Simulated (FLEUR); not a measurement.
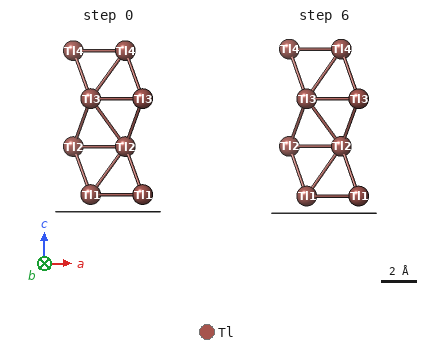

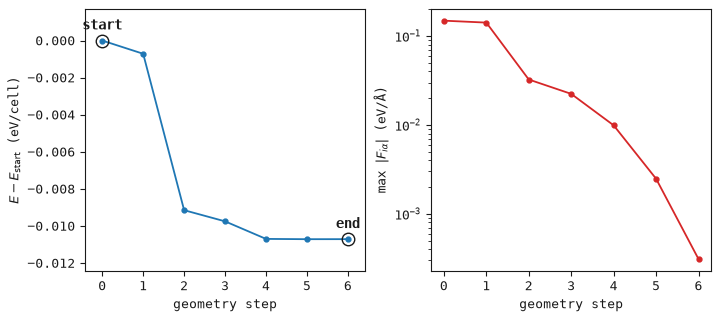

First and last geometry of a relaxation of a slab of composition Tl, with the history of the run. The picture is a ball-and-stick view of the 2 × 1 repeat of the cell, outlined in the plane, without the vacuum, seen along the b axis.

The run lets the atoms move in a fixed cell.

Method: FLEUR MaX-R8.1 (later development tree), Kohn-Sham DFT of a periodic cell, PBE, all-electron. (k-point mesh 6 × 6 × 1; occupations fermi-dirac; smearing width 0.05 eV; basis FLAPW; no spin polarisation)

> What do the curves and the structures tell?

It converged. The energy falls by 10.7 meV per cell of the calculation in 6 geometry steps. Largest force component: 0.15 eV/Å at the start, 0.00031 eV/Å at the end. The largest moves relative to the layer's centre, 0.086 Å, are those of Tl1 and Tl4. Tl4 goes along the normal (+c). The cell doesn't change. Near-neighbour distances that change, for instance: Tl1–Tl2 3.408 → 3.488 Å, Tl2–Tl3 3.408 → 3.388 Å.
